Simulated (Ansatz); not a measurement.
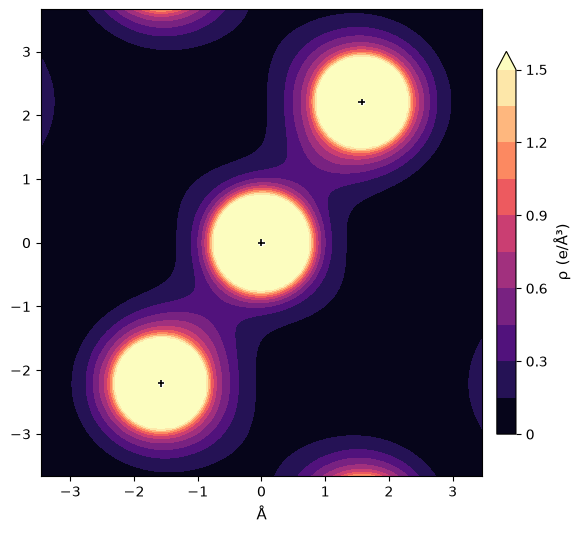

The valence electron density on a plane through atoms (crosses mark nuclei in the plane).

Method: Ansatz, DFT, r2SCAN, plane waves, PAW.

Candidates:
A. SnSe2, a = 3.83 Å, b = 3.83 Å, c = 6.23 Å, α = 90.00°, β = 90.00°, γ = 120.00°. Space group P-3m1; started from the 1T (CdI2) bulk prototype, which need not be the ambient phase.
B. BaTiO3, a = 4.03 Å, b = 4.03 Å, c = 3.97 Å, α = 90.00°, β = 90.00°, γ = 90.00°. Space group P4/mmm; started from the cubic perovskite prototype, which need not be the ambient phase; changed on purpose from its base cell (epitaxial xy strain +1.0%); computed pressure about −2 GPa in this cell; computed without spin polarisation.
C. CsPbBr3, a = 6.00 Å, b = 6.00 Å, c = 5.93 Å, α = 90.00°, β = 90.00°, γ = 90.00°. Space group P4/mmm; started from the cubic perovskite prototype, which need not be the ambient phase; changed on purpose from its base cell (epitaxial xy strain +1.0%).

Which candidate gave the map?

Answer. Candidate A: SnSe2 on the (110) plane of the conventional cell, which holds Sn and Se. Sn–Se (2.71 Å): ρ is about 0.4 e/Å³ halfway.
